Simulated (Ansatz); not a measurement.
This input was run:

```
crystal:
  lattice:
    - [3.298156332, 0.0, 0.0]
    - [-1.649078166, 2.8562871691, 0.0]
    - [0.0, 0.0, 9.2163701104]
  atoms:
    - { symbol: Sn, position: [0.3333333333, 0.6666666667, -0.0066374682] }
    - { symbol: Sn, position: [0.6666666667, 0.3333333333, 0.4933625318] }
    - { symbol: O, position: [0.3333333333, 0.6666666667, 0.3816374682] }
    - { symbol: O, position: [0.6666666667, 0.3333333333, 0.8816374682] }
kpoints:
  mp_grid: { grid: [6, 6, 2] }
hamiltonian:
  xc: lc_wpbe
scf:
  occupations: { method: fixed }
  n_extra_bands: 5
output:
  forces: true
  stress: true
  eigenvalues: true
```

Run as:
```bash
ansatz run input.yaml --threads 2 --pin off --max-ram 2211MiB --backend cpu --events-out ev --progress --plain --runs-dir out
```

What does the calculation give for the electronic structure?

There is a gap; over the k points computed it is 6.15 eV (indirect; the smallest direct gap is 6.58 eV). The upper group of valence states starts about 6.9 eV under the valence-band top (which lies at −3.1 eV on this axis), with a gap beneath it; it holds about 12 electrons a cell. Within the window shown, the tallest peak of the filled states lies 5.0 eV under the valence-band top, at about 5.9 states per eV and cell.

The atoms aren't at rest in this cell (largest force 0.5 eV/Å), so the relaxed material can differ.

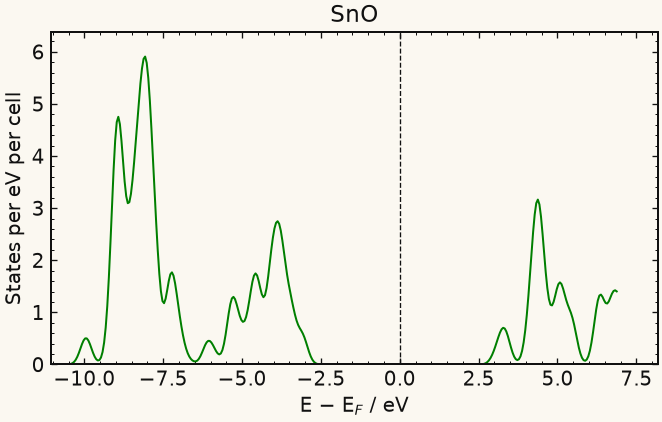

Density of states. Energies are counted from the Fermi level, put mid-gap where there is a gap. The curve is built from the levels of the k mesh with Gaussians 0.4 eV wide, which also blur the band edges.
